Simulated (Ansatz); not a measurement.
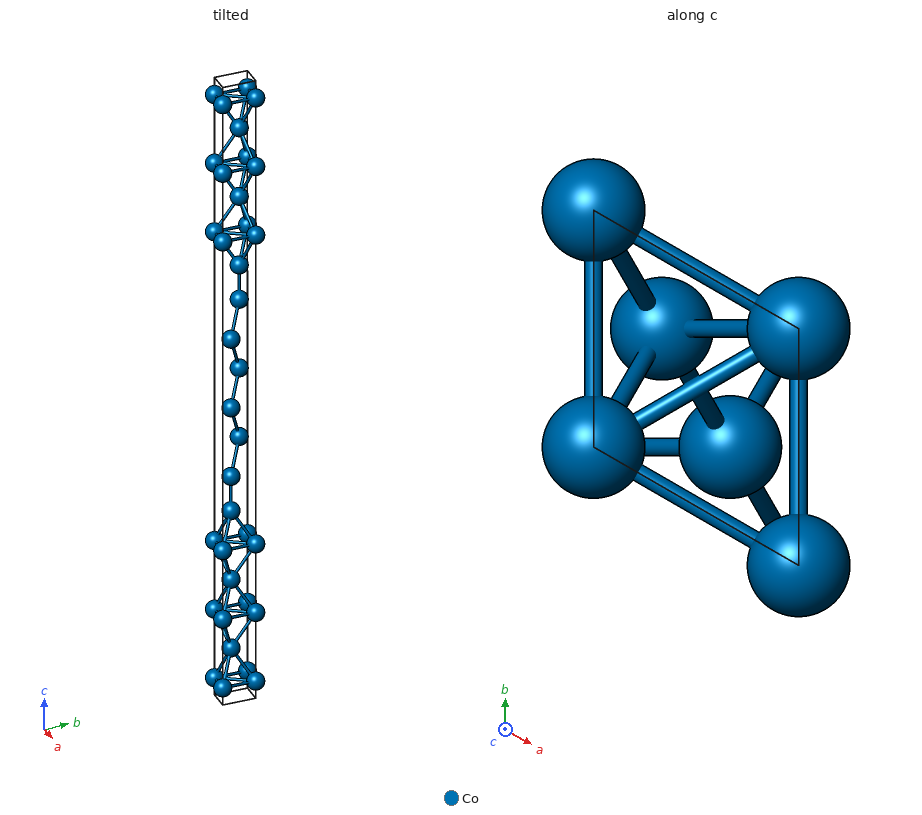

The image is a ball-and-stick drawing of a crystal, viewed slightly off an axis and along the c axis. The conventional unit cell is outlined; an atom on or near a face, edge or corner is repeated at each equivalent position. Cell: a = 2.49 Å, b = 2.49 Å, c = 36.30 Å, α = 90.00°, β = 90.00°, γ = 120.00°.

The cell started as a structure listed in the Materials Project. The cell was then strained or its atoms displaced on purpose. It was run through Ansatz as a DFT input.

Notes on the structure:

The element is cobalt. The structure has R-3m (No. 166) symmetry and a rhombohedral (trigonal R) lattice. The cell holds 18 atoms. Co takes three kinds of site: 6c with twelve Co in an anticuboctahedral arrangement at about 2.5 Å; 6c with ten Co at about 2.0 to 2.5 Å; 6c with twelve Co in an anticuboctahedral arrangement at about 2.5 Å. The bonds build a three-dimensional framework.

The calculation: DFT PBE, scalar-relativistic, plane waves, PAW in Ansatz, with 420 eV cutoff, k-points about 0.11 Å⁻¹ apart, Gaussian smearing of 0.15 eV, collinear spins.

Which atoms carry magnetic moments in this run, and how do they order?

The state reached is ferromagnetic. Sizes: Co 1.6 to 1.7 μB; net moment 9.6 μB in the run's cell of 6 atoms.

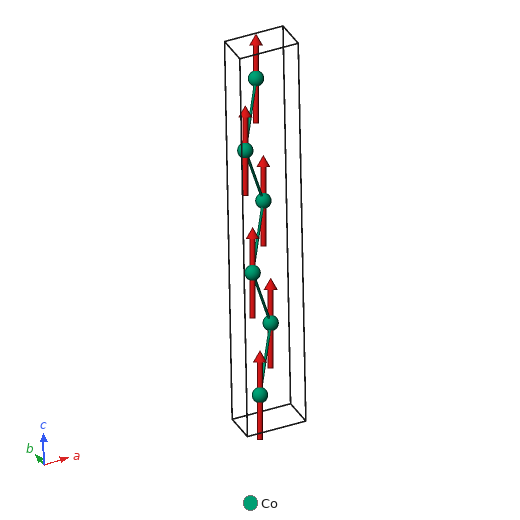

Site moments above 0.25 μB as arrows, small induced ones on non-metal atoms left out (red along the largest or up, blue against, purple across). The run's cell of 6 atoms is drawn, so axes and origin can differ from the first picture.

How large a gap does the method give, if there is one?

A metal: bands cross the Fermi level.

Are forces and stress small enough to call this relaxed?

No. The largest force is 2.50 eV/Å, on Co. The pressure is 5.4 GPa, so the cell would expand. The stress isn't hydrostatic: its largest component is 15.8 GPa.

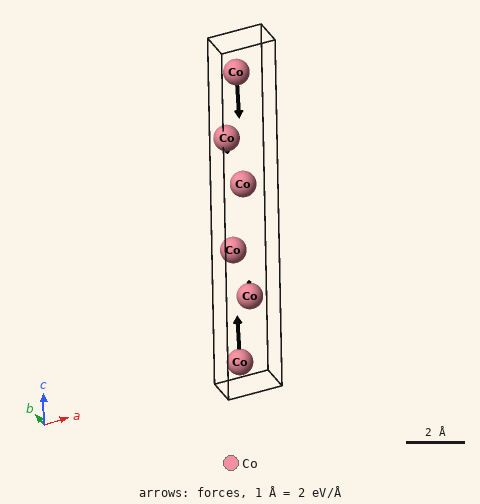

The forces as arrows. The run's cell of 6 atoms is drawn, so axes and origin can differ from the first picture.
